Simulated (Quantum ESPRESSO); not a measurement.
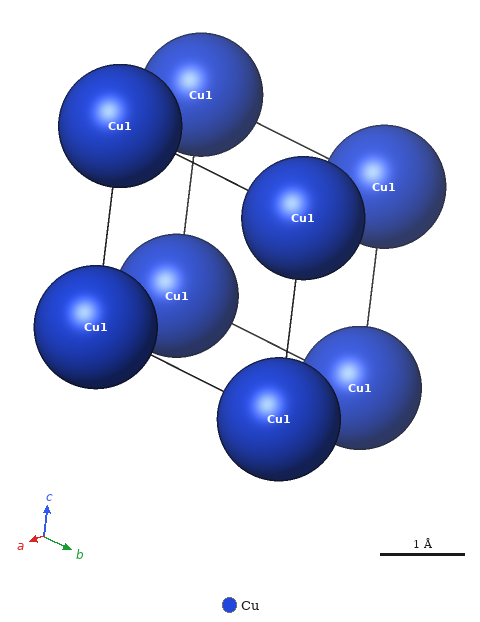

The structure as given in the input (spheres-only view of the cell of the calculation, seen slightly off an axis; atoms are numbered from 1 in the order of the input). An atom can appear more than once, as a periodic image.

# Projected density-of-states run of Cu

- system: Cu (P-1, 1 atom in the cell)
- method: Kohn-Sham DFT of a periodic cell, SOGGA, SSSP 1.3 efficiency PBE, no spin polarisation (Quantum ESPRESSO 7.5)

The structure derives from a Materials Project entry.

**What the program printed**
```
This program is part of the open-source Quantum ESPRESSO suite
     for quantum simulation of materials; please cite
         "P. Giannozzi et al., J. Phys.:Condens. Matter 21 395502 (2009);
         "P. Giannozzi et al., J. Phys.:Condens. Matter 29 465901 (2017);
         "P. Giannozzi et al., J. Chem. Phys. 152 154105 (2020);
          URL
     in publications or presentations arising from this work. More details at

     file Cu.paw.z_11.ld1.psl.v1.0.0-low.upf: wavefunction(s)  4S 3D renormalized

     IMPORTANT: XC functional enforced from input :
     Exchange-correlation= XC-000I-000I-150L-130L-000I-000I
                           (   0   0 150 130   0   0   0)
     Any further DFT definition will be discarded
     Please, verify this is what you really want

     Message from routine setup:
     using ibrav=0 with symmetry is DISCOURAGED, use correct ibrav instead

     G-vector sticks info
     --------------------
     sticks:   dense  smooth     PW     G-vecs:    dense   smooth      PW
     Sum         707     355    133                12031     4247    1037

     Using Slab Decomposition

     bravais-lattice index     =            0
     lattice parameter (alat)  =       4.6849  a.u.
     unit-cell volume          =      77.3126 (a.u.)^3
     number of atoms/cell      =            1
     number of atomic types    =            1
     number of electrons       =        11.00
     number of Kohn-Sham states=           11
     kinetic-energy cutoff     =      55.0000  Ry
     charge density cutoff     =     440.0000  Ry
     scf convergence threshold =      2.0E-10
     mixing beta               =       0.5000
     number of iterations used =            8  plain     mixing
     Exchange-correlation= XC-000I-000I-150L-130L-000I-000I
                           (   0   0 150 130   0   0   0)

     celldm(1)=   4.684885  celldm(2)=   0.000000  celldm(3)=   0.000000
     celldm(4)=   0.000000  celldm(5)=   0.000000  celldm(6)=   0.000000

     crystal axes: (cart. coord. in units of alat)
               a(1) = (  -0.586489   0.590654   0.554218 )
               a(2) = (   0.584363  -0.592136   0.553543 )
               a(3) = (   0.574860   0.580507  -0.555773 )

     reciprocal axes: (cart. coord. in units 2 pi/alat)
               b(1) = (  0.010318  0.855156  0.903886 )
               b(2) = (  0.864485  0.009784  0.904394 )
               b(3) = (  0.871306  0.862510  0.002827 )

     PseudoPot. # 1 for Cu read from file:
     Cu.paw.z_11.ld1.psl.v1.0.0-low.upf
     Pseudo is Projector augmented-wave + core cor, Zval = 11.0
     Generated using &quot;atomic&quot; code by A. Dal Corso  v.6.3MaX
     Shape of augmentation charge: PSQ
     Using radial grid of 1199 points,  6 beta functions with:
                l(1) =   0
                l(2) =   0
                l(3) =   1
                l(4) =   1
                l(5) =   2
                l(6) =   2
     Q(r) pseudized with 0 coefficients

     atomic species   valence    mass     pseudopotential
     Cu               11.00    63.54600     Cu( 1.00)

      2 Sym. Ops., with inversion, found

   Cartesian axes

     site n.     atom                  positions (alat units)
         1        Cu     tau(   1) = (   0.0000000   0.0000000   0.0000000  )

     number of k points=  1099  Gaussian smearing, width (Ry)=  0.0147

     Number of k-points >= 100: set verbosity='high' to print them.

     Dense  grid:    12031 G-vectors     FFT dimensions: (  32,  32,  32)

     Smooth grid:     4247 G-vectors     FFT dimensions: (  24,  24,  24)

     WARNING: libxc functional with ID  130 depends
      on external parameters: check the user_guide of
      QE if you need to modify them or to check their
      default values.

     Initial potential from superposition of free atoms

     starting charge      10.9998, renormalised to      11.0000
     Starting wfcs are    9 randomized atomic wfcs +    2 random wfcs

     Self-consistent Calculation

     iteration #  1     ecut=    55.00 Ry     beta= 0.50
     Davidson diagonalization with overlap
     ethr =  1.00E-02,  avg # of iterations =  4.4

     Threshold (ethr) on eigenvalues was too large:
     Diagonalizing with lowered threshold

     Davidson diagonalization with overlap
     ethr =  9.94E-04,  avg # of iterations =  1.0

     total energy              =    -209.95719706 Ry
     estimated scf accuracy    <       0.10895113 Ry

     iteration #  2     ecut=    55.00 Ry     beta= 0.50
     Davidson diagonalization with overlap
     ethr =  9.90E-04,  avg # of iterations =  2.0

     total energy              =    -209.98641163 Ry
     estimated scf accuracy    <       0.13797703 Ry

     iteration #  3     ecut=    55.00 Ry     beta= 0.50
     Davidson diagonalization with overlap
     ethr =  9.90E-04,  avg # of iterations =  1.0

     total energy              =    -210.00748495 Ry
     estimated scf accuracy    <       0.00026407 Ry

     iteration #  4     ecut=    55.00 Ry     beta= 0.50
     Davidson diagonalization with overlap
     ethr =  2.40E-06,  avg # of iterations =  4.3

     total energy              =    -210.00756754 Ry
     estimated scf accuracy    <       0.00009805 Ry

     iteration #  5     ecut=    55.00 Ry     beta= 0.50
     Davidson diagonalization with overlap
     ethr =  8.91E-07,  avg # of iterations =  1.1

     total energy              =    -210.00757990 Ry
     estimated scf accuracy    <       0.00000021 Ry

     iteration #  6     ecut=    55.00 Ry     beta= 0.50
     Davidson diagonalization with overlap
     ethr =  1.93E-09,  avg # of iterations =  3.4

     total energy              =    -210.00758004 Ry
     estimated scf accuracy    <       0.00000010 Ry

     iteration #  7     ecut=    55.00 Ry     beta= 0.50
     Davidson diagonalization with overlap
     ethr =  9.05E-10,  avg # of iterations =  1.1

     total energy              =    -210.00758006 Ry
     estimated scf accuracy    <          3.7E-09 Ry

     iteration #  8     ecut=    55.00 Ry     beta= 0.50
     Davidson diagonalization with overlap
     ethr =  3.36E-11,  avg # of iterations =  1.5

     End of self-consistent calculation

     Number of k-points >= 100: set verbosity='high' to print the bands.

     the Fermi energy is    12.9851 ev

!    total energy              =    -210.00758006 Ry
     total all-electron energy =     -3306.887346 Ry
     estimated scf accuracy    <          1.5E-10 Ry
     smearing contrib. (-TS)   =      -0.00042874 Ry
     internal energy E=F+TS    =    -210.00715132 Ry

     The total energy is F=E-TS. E is the sum of the following terms:
     one-electron contribution =     -26.60130124 Ry
     hartree contribution      =      29.99580832 Ry
     xc contribution           =     -43.95957400 Ry
     ewald contribution        =     -82.03288360 Ry
     one-center paw contrib.   =     -87.40920080 Ry

     convergence has been achieved in   8 iterations

     Forces acting on atoms (cartesian axes, Ry/au):

     atom    1 type  1   force =     0.00000000    0.00000000    0.00000000

     Total force =     0.000000     Total SCF correction =     0.000000

     Computing stress (Cartesian axis) and pressure

          total   stress  (Ry/bohr**3)                   (kbar)     P=      -34.50
  -0.00026460   0.00018019   0.00003106          -38.92       26.51        4.57
   0.00018019  -0.00021983   0.00002324           26.51      -32.34        3.42
   0.00003106   0.00002324  -0.00021920            4.57        3.42      -32.24

=------------------------------------------------------------------------------=
   JOB DONE.
=------------------------------------------------------------------------------=
```

**File nscf.out**
```
This program is part of the open-source Quantum ESPRESSO suite
     for quantum simulation of materials; please cite
         "P. Giannozzi et al., J. Phys.:Condens. Matter 21 395502 (2009);
         "P. Giannozzi et al., J. Phys.:Condens. Matter 29 465901 (2017);
         "P. Giannozzi et al., J. Chem. Phys. 152 154105 (2020);
          URL
     in publications or presentations arising from this work. More details at

     file Cu.paw.z_11.ld1.psl.v1.0.0-low.upf: wavefunction(s)  4S 3D renormalized

     IMPORTANT: XC functional enforced from input :
     Exchange-correlation= XC-000I-000I-150L-130L-000I-000I
                           (   0   0 150 130   0   0   0)
     Any further DFT definition will be discarded
     Please, verify this is what you really want

     Atomic positions and unit cell read from directory:
     ./tmp/pwscf.save/

     Message from routine setup:
     using ibrav=0 with symmetry is DISCOURAGED, use correct ibrav instead
     [opt_tetra]  Optimized tetrahedron method is used.

     G-vector sticks info
     --------------------
     sticks:   dense  smooth     PW     G-vecs:    dense   smooth      PW
     Sum         707     355    141                12031     4247    1097

     Using Slab Decomposition

     bravais-lattice index     =            0
     lattice parameter (alat)  =       4.6849  a.u.
     unit-cell volume          =      77.3126 (a.u.)^3
     number of atoms/cell      =            1
     number of atomic types    =            1
     number of electrons       =        11.00
     number of Kohn-Sham states=           11
     kinetic-energy cutoff     =      55.0000  Ry
     charge density cutoff     =     440.0000  Ry
     Exchange-correlation= XC-000I-000I-150L-130L-000I-000I
                           (   0   0 150 130   0   0   0)

     celldm(1)=   4.684885  celldm(2)=   0.000000  celldm(3)=   0.000000
     celldm(4)=   0.000000  celldm(5)=   0.000000  celldm(6)=   0.000000

     crystal axes: (cart. coord. in units of alat)
               a(1) = (  -0.586489   0.590654   0.554218 )
               a(2) = (   0.584363  -0.592136   0.553543 )
               a(3) = (   0.574860   0.580507  -0.555773 )

     reciprocal axes: (cart. coord. in units 2 pi/alat)
               b(1) = (  0.010318  0.855156  0.903886 )
               b(2) = (  0.864485  0.009784  0.904394 )
               b(3) = (  0.871306  0.862510  0.002827 )

     PseudoPot. # 1 for Cu read from file:
     Cu.paw.z_11.ld1.psl.v1.0.0-low.upf
     Pseudo is Projector augmented-wave + core cor, Zval = 11.0
     Generated using &quot;atomic&quot; code by A. Dal Corso  v.6.3MaX
     Shape of augmentation charge: PSQ
     Using radial grid of 1199 points,  6 beta functions with:
                l(1) =   0
                l(2) =   0
                l(3) =   1
                l(4) =   1
                l(5) =   2
                l(6) =   2
     Q(r) pseudized with 0 coefficients

     atomic species   valence    mass     pseudopotential
     Cu               11.00    63.54600     Cu( 1.00)

      2 Sym. Ops., with inversion, found

   Cartesian axes

     site n.     atom                  positions (alat units)
         1        Cu     tau(   1) = (   0.0000000   0.0000000   0.0000000  )

     number of k points=  4004 (tetrahedron method)

     Number of k-points >= 100: set verbosity='high' to print them.

     Dense  grid:    12031 G-vectors     FFT dimensions: (  32,  32,  32)

     Smooth grid:     4247 G-vectors     FFT dimensions: (  24,  24,  24)

     WARNING: libxc functional with ID  130 depends
      on external parameters: check the user_guide of
      QE if you need to modify them or to check their
      default values.

     The potential is recalculated from file :
     ./tmp/pwscf.save/charge-density

     Starting wfcs are    9 randomized atomic wfcs +    2 random wfcs

     Band Structure Calculation
     Davidson diagonalization with overlap

     ethr =  9.09E-11,  avg # of iterations = 27.5

     End of band structure calculation

     Number of k-points >= 100: set verbosity='high' to print the bands.

     the Fermi energy is    13.0413 ev
     (compare with:    12.9851 eV, computed in scf)

=------------------------------------------------------------------------------=
   JOB DONE.
=------------------------------------------------------------------------------=
```

**File projwfc.out**
```
This program is part of the open-source Quantum ESPRESSO suite
     for quantum simulation of materials; please cite
         "P. Giannozzi et al., J. Phys.:Condens. Matter 21 395502 (2009);
         "P. Giannozzi et al., J. Phys.:Condens. Matter 29 465901 (2017);
         "P. Giannozzi et al., J. Chem. Phys. 152 154105 (2020);
          URL
     in publications or presentations arising from this work. More details at

     ./tmp/pwscf.save/

     WARNING: libxc functional with ID  130 depends
      on external parameters: check the user_guide of
      QE if you need to modify them or to check their
      default values.
     file Cu.paw.z_11.ld1.psl.v1.0.0-low.upf: wavefunction(s)  4S 3D renormalized

     IMPORTANT: XC functional enforced from input :
     Exchange-correlation= XC-000I-000I-150L-130L-000I-000I
                           (   0   0 150 130   0   0   0)
     Any further DFT definition will be discarded
     Please, verify this is what you really want

     G-vector sticks info
     --------------------
     sticks:   dense  smooth     PW     G-vecs:    dense   smooth      PW
     Sum         707     355    141                12031     4247    1097

     Using Slab Decomposition

     Optimized tetrahedron method (read from file)
     [opt_tetra]  Optimized tetrahedron method is used.

     Calling projwave ....

  Problem Sizes
  natomwfc =            9
  nbnd     =           11
  nkstot   =         4004
  npwx     =          550
  nkb      =           18

     Atomic states used for projection
     (read from pseudopotential files):

     state #   1: atom   1 (Cu ), wfc  1 (l=0 m= 1)
     state #   2: atom   1 (Cu ), wfc  2 (l=1 m= 1)
     state #   3: atom   1 (Cu ), wfc  2 (l=1 m= 2)
     state #   4: atom   1 (Cu ), wfc  2 (l=1 m= 3)
     state #   5: atom   1 (Cu ), wfc  3 (l=2 m= 1)
     state #   6: atom   1 (Cu ), wfc  3 (l=2 m= 2)
     state #   7: atom   1 (Cu ), wfc  3 (l=2 m= 3)
     state #   8: atom   1 (Cu ), wfc  3 (l=2 m= 4)
     state #   9: atom   1 (Cu ), wfc  3 (l=2 m= 5)

[... projections at each k point ...]
Lowdin Charges:

     Atom #   1: total charge =  10.9906, s =  0.3480,
     Atom #   1: total charge =  10.9906, p =  1.0423, pz=  0.3490, px=  0.3467, py=  0.3466,
     Atom #   1: total charge =  10.9906, d =  9.6003, dz2=  1.9309, dxz=  1.9126, dyz=  1.9113, dx2-y2=  1.9399, dxy=  1.9057,
     Spilling Parameter:   0.0009

=------------------------------------------------------------------------------=
   JOB DONE.
=------------------------------------------------------------------------------=
```

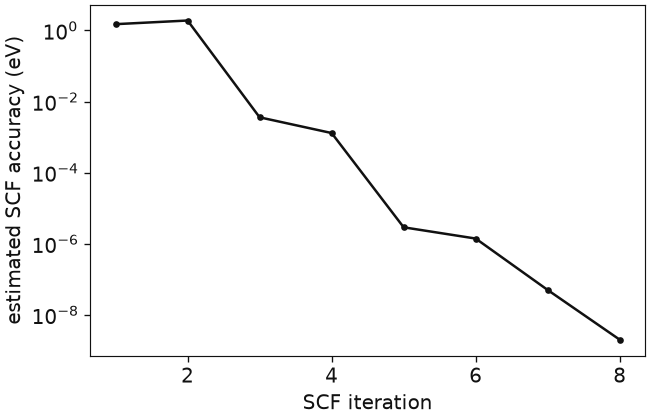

Convergence of the self-consistent field: estimated SCF accuracy against the iteration. The field takes 8 iterations in all.

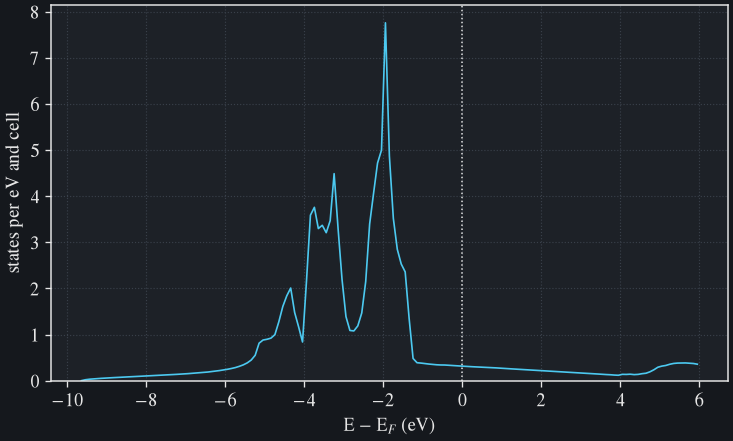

Density of states from the levels on the mesh of the run, whose fine structure reflects that mesh, with energies from the Fermi level of the run. At the top of the window the curve may fall because the computed bands end.

The run was set up as follows.

**Input**
```
&CONTROL
  calculation = 'scf'
  prefix = 'pwscf'
  outdir = './tmp'
  pseudo_dir = './pseudo'
  tprnfor = .true.
  tstress = .true.
  disk_io = 'low'
/
&SYSTEM
  ibrav = 0
  nat = 1
  ntyp = 1
  ecutwfc = 55
  ecutrho = 440
  nbnd = 11
  input_dft = 'XC-000I-000I-150L-130L-000I-000I'
  occupations = 'smearing'
  smearing = 'gaussian'
  degauss = 0.01469973
/
&ELECTRONS
  conv_thr = 2d-10
  electron_maxstep = 120
  mixing_beta = 0.5
/
ATOMIC_SPECIES
Cu    63.5460 Cu.paw.z_11.ld1.psl.v1.0.0-low.upf
CELL_PARAMETERS bohr
  -2.7476348755    2.7671461655    2.5964497558
   2.7376713701   -2.7740903609    2.5932840677
   2.6931511612    2.7196066466   -2.6037306060
ATOMIC_POSITIONS bohr
Cu     0.0000000000    0.0000000000    0.0000000000
K_POINTS automatic
13 13 13 0 0 0
```

**File nscf.in**
```
&CONTROL
  calculation = 'nscf'
  prefix = 'pwscf'
  outdir = './tmp'
  pseudo_dir = './pseudo'
  disk_io = 'low'
/
&SYSTEM
  ibrav = 0
  nat = 1
  ntyp = 1
  ecutwfc = 55
  ecutrho = 440
  nbnd = 11
  input_dft = 'XC-000I-000I-150L-130L-000I-000I'
  occupations = 'tetrahedra_opt'
/
&ELECTRONS
  conv_thr = 1d-08
  electron_maxstep = 120
  mixing_beta = 0.5
/
ATOMIC_SPECIES
Cu    63.5460 Cu.paw.z_11.ld1.psl.v1.0.0-low.upf
CELL_PARAMETERS bohr
  -2.7476348755    2.7671461655    2.5964497558
   2.7376713701   -2.7740903609    2.5932840677
   2.6931511612    2.7196066466   -2.6037306060
ATOMIC_POSITIONS bohr
Cu     0.0000000000    0.0000000000    0.0000000000
K_POINTS automatic
20 20 20 0 0 0
```

**File projwfc.in**
```
&PROJWFC
  prefix = 'pwscf'
  outdir = './tmp'
  filpdos = 'p'
  Emin = -2
  Emax = 23
  DeltaE = 0.05
/
```

Command:
```bash
OMP_NUM_THREADS=1 pw.x -in pw.in > pw.out
OMP_NUM_THREADS=1 pw.x -in nscf.in > nscf.out
OMP_NUM_THREADS=1 projwfc.x -in projwfc.in > projwfc.out
```

**Summary**

```json
{"quantity": "outcome", "value": "converged"}
{"quantity": "space group (tolerance 0.01 Å)", "value": "P-1 (2)"}
{"quantity": "electrons treated", "value": "11"}
{"quantity": "free energy", "value": "−2857.2987 eV"}
{"quantity": "Fermi energy", "value": "12.985 eV"}
{"quantity": "gap on the k-point mesh", "value": "none (metallic)"}
{"quantity": "pressure", "value": "−3.45 GPa"}
{"quantity": "largest force (length of the vector)", "value": "under 0.001 eV/Å"}
{"quantity": "hardware", "value": "1 thread of Intel Xeon (Granite Rapids), 16 GiB of memory available, shared host"}
{"quantity": "wall time", "value": "3.1 min"}
{"quantity": "peak memory", "value": "0.42 GiB"}
```

**Notes**

Further notes kept with the run: potentials made for another functional; SOGGA exchange with the correlation of PBE. Points of doubt noted for this run: potentials made for another functional; sogga exchange with the correlation of pbe.
